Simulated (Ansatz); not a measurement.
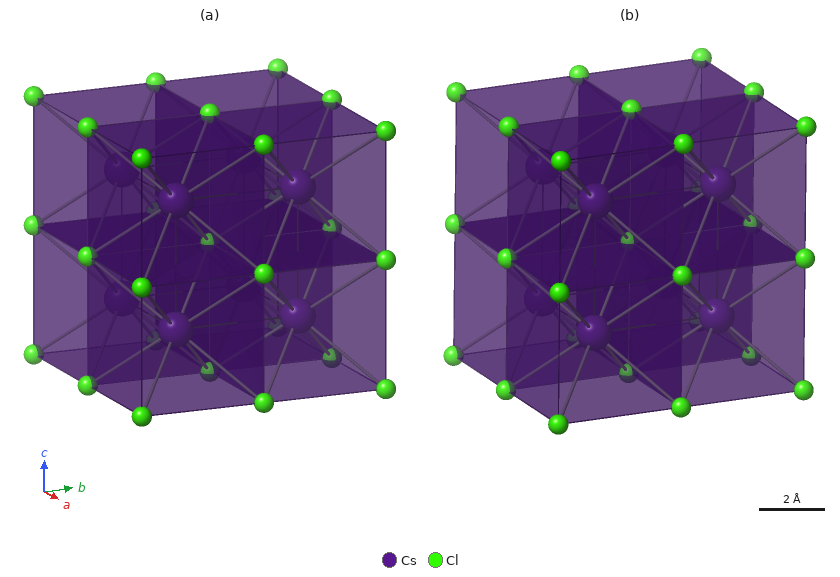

Left: a symmetric starting cell of CsCl. Right: the same structure after one change, at the same scale. The picture is a polyhedral view of the cell of the calculation, seen slightly off an axis.

Computed with DFT PBEsol, scalar-relativistic, plane waves, PAW in Ansatz. Settings: plane-wave cutoff 420 eV; k-point mesh 6 × 6 × 6; occupations gaussian; smearing width 0.02 eV; no spin polarisation.

**Which change leads from the left to the right?**

The cell is strained by +5.4 % along [1 −1 −1] and −0.6 % across it (volume +4.1 %), the atoms keeping their fractional coordinates. No relaxation follows. The starting cell wasn't computed here and needn't be at equilibrium, so pressure and forces aren't due to the change alone.

**How do the computed properties respond?**

The pressure is −1.1 GPa (not all of it need come from the change, since the unchanged cell can be under pressure at this level too). The principal stresses (compression positive) are −1.3 GPa along [1 −1 −1] and −1.0 GPa across it. All forces vanish by symmetry. Near-neighbour distances before and after: Cl–Cs 3.571 → 3.573 to 3.762 Å. The space group (tolerance 0.01 Å) goes from Pm-3m (No. 221) to R-3m (No. 166).
